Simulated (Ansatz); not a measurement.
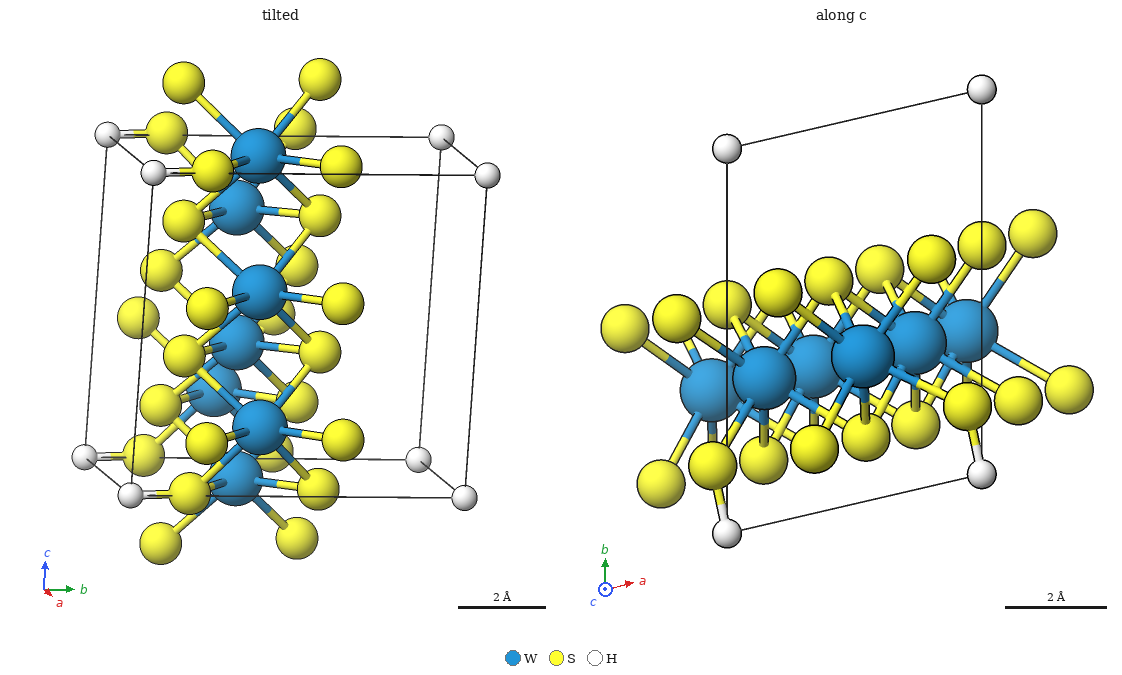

View slightly off an axis and along the c axis, drawn as a ball-and-stick model. The lines enclose the simulation cell; boundary atoms appear with their images. A few atoms beyond the faces are included. Cell: a = 5.521 Å, b = 7.698 Å, c = 8.434 Å, α = 85.51°, β = 70.89°, γ = 76.17°.

The solid is HW$_{5}$S$_{10}$. In the cell are 1 H, 5 W, 10 S, which makes 1 formula unit. Each W atom is coordinated by six S in a trigonal prismatic arrangement at about 2.4 Å. The coordination shell of H holds one S at about 1.4 Å. Not all metal-metal contacts are counted. The bonds build HW5S10 layers parallel to (010).

The initial geometry was a structure listed in the Materials Project, repeated into a supercell with a point defect put in. The atoms were relaxed in a fixed cell with DFT PBE, scalar-relativistic, plane waves, PAW (Ansatz).
